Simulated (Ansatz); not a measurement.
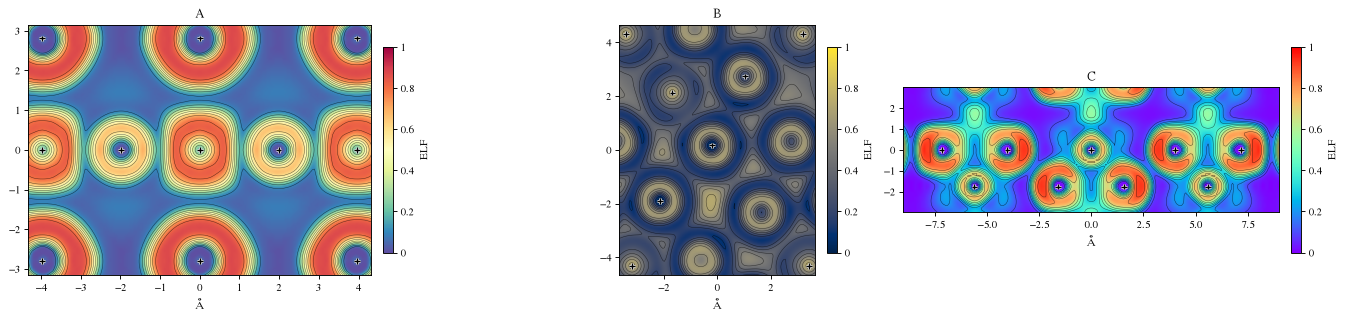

The electron localisation function of 3 systems, each on a plane through atoms (crosses mark nuclei in the plane).

Method: DFT PBEsol, scalar-relativistic, plane waves, PAW in Ansatz.

System 1: WS2, the (110) plane of the conventional cell. Space group P-6m2; a structure from a database of computed crystals, not necessarily the ambient phase; computed pressure about 15 GPa in this cell.

```
W S
1.0
     3.04348    0.00000    0.00000
    -1.52174    2.63573    0.00000
     0.00000    0.00000   17.31552
W S
3 6
Direct
  0.66667 0.33333 0.50000
  0.33333 0.66667 0.82320
  0.33333 0.66667 0.17680
  0.66667 0.33333 0.91424
  0.66667 0.33333 0.26822
  0.33333 0.66667 0.59134
  0.66667 0.33333 0.73178
  0.66667 0.33333 0.08576
  0.33333 0.66667 0.40866
```

System 2: BaTiO3, the (011̄) plane of the conventional cell. Space group Pm-3m; computed without spin polarisation.

```cif
data_structure
_symmetry_space_group_name_H-M 'P 1'
_symmetry_Int_Tables_number 1
_cell_length_a 3.9699
_cell_length_b 3.9699
_cell_length_c 3.9699
_cell_angle_alpha 90.000
_cell_angle_beta 90.000
_cell_angle_gamma 90.000
_cell_volume 62.56
loop_
_atom_site_label
_atom_site_type_symbol
_atom_site_fract_x
_atom_site_fract_y
_atom_site_fract_z
_atom_site_occupancy
Ba1 Ba 0.00000 0.00000 0.00000 1
Ti1 Ti 0.50000 0.50000 0.50000 1
O1 O 0.50000 0.50000 0.00000 1
O2 O 0.50000 0.00000 0.50000 1
O3 O 0.00000 0.50000 0.50000 1
```

System 3: Ti7Ni, the (110) plane of the conventional cell. Space group P1; a generated structure, not necessarily the stable one; computed without spin polarisation.

> Which map belongs to which system?

Panel A is system 2, BaTiO3: the plane holds Ba, Ti and O. Ti–O (1.98 Å): the ELF peaks at about 0.85 in the valence shell of O, 0.6 Å from its nucleus, and is about 0.20 at the midpoint; no localised pair shows between them. Panel B is system 3, Ti7Ni: the plane holds Ti and Ni. Ti–Ni (2.46 Å): the ELF is about 0.25 at the midpoint: no localised pair shows between them. Panel C is system 1, WS2: the plane holds W and S. W–S (2.36 Å): the ELF peaks at about 0.85 in the valence shell of S, 0.8 Å from its nucleus, and is about 0.45 at the midpoint.
